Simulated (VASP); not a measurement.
System TiO₂ (space group P4_2/mnm, No. 136); source of the atomic positions: a cell listed in the Materials Project, as set up for an electronic-structure calculation.

```cif
data_structure
_symmetry_space_group_name_H-M 'P4_2/mnm'
_symmetry_Int_Tables_number 136
_cell_length_a 4.5998
_cell_length_b 4.5998
_cell_length_c 2.9592
_cell_angle_alpha 90.000
_cell_angle_beta 90.000
_cell_angle_gamma 90.000
_cell_volume 62.61
loop_
_atom_site_label
_atom_site_type_symbol
_atom_site_symmetry_multiplicity
_atom_site_Wyckoff_symbol
_atom_site_fract_x
_atom_site_fract_y
_atom_site_fract_z
_atom_site_occupancy
Ti1 Ti 2 b 0.00000 0.00000 0.50000 1
O1 O 4 g 0.30432 0.30432 0.50000 1
```

Describe how the polyhedra about Ti are linked (bonds: O–Ti below 2.2 Å).

Ti: TiO6 octahedron, sharing corners with eight neighbours and edges with two neighbours.

They form a three-dimensional framework of corner- and edge-sharing octahedra.

Centre to centre across a shared corner: 3.57 Å; across a shared edge: 2.96 Å.

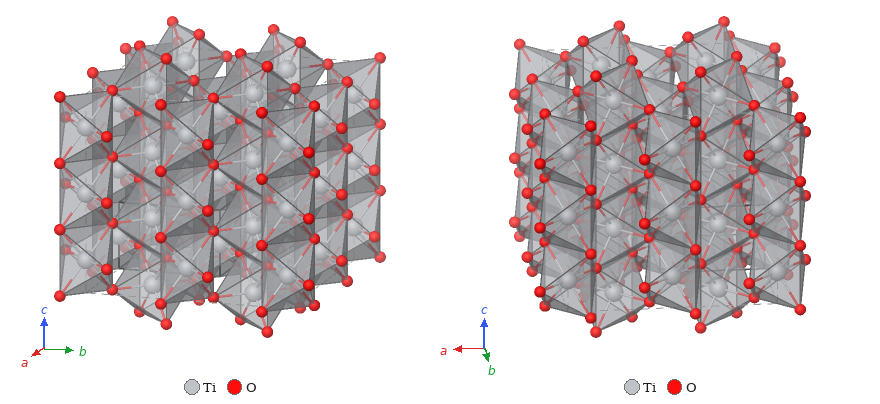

Polyhedra are drawn about Ti (bonds: O–Ti below 2.2 Å); other atoms are plain spheres. Two views of the same piece.
